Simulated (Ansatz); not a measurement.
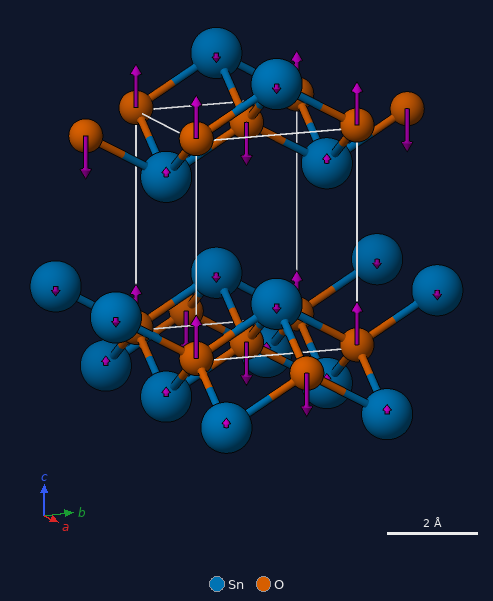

A relaxation of a crystal of SnO (set up in Pmmn). The starting structure is drawn; purple arrows show the displacements (the part carried along by the change of the cell is left out), 30 times their true length.

A ball-and-stick model of the cell of the calculation, seen slightly off an axis.

Case: uniaxial strain along a of -6.0 %; b, c and atoms relaxed.

Method: DFT r2SCAN, scalar-relativistic, plane waves, PAW (Ansatz 0.2.0). Settings: plane-wave cutoff 500 eV; k-point mesh 10 × 10 × 8; occupations gaussian; smearing width 0.01 eV; no spin polarisation; cell relaxed at fixed a, angles; force threshold 0.008 eV/Å; at most 40 steps.

Atoms of which element are displaced furthest, and by how much?

Oxygen: up to 0.034 Å, against 0.008 Å for tin.

Describe the change and its energy.

The largest moves relative to the cell, 0.034 Å, are those of O atoms. Largest moves by element: O 0.034 Å, Sn 0.008 Å. The volume changes by +3.7 %, with a unchanged at 3.579 Å, b 3.865 → 4.003 Å (+3.6 %), c 5.010 → 5.018 Å (+0.2 %). Among the contacts that change: O–Sn 2.218 → 2.260 Å, O–Sn 2.169 → 2.185 Å. Among the angles between lasting bonds that change: O–Sn–O 121.2° → 124.7°, Sn–O–Sn 121.2° → 124.7°. The space group stays Pmmn (No. 59). The energy falls by 38.5 meV per cell of the calculation in 5 accepted moves (6 points after the start). The largest force component goes from 0.36 to 0.00047 eV/Å. Pressure: 4.36 GPa at the start and 0.46 GPa at the end. At 1 point the geometry stayed and the basis and grid were re-selected for the new cell (energy shift of 0.7 meV per cell of the calculation at most each time). Cost: 5.5 min on 1 thread of Arm Neoverse V1, on a shared host, peak memory 0.72 GiB.

Limits of the set-up: layers or molecules are held without a dispersion correction, so their spacing is unreliable.
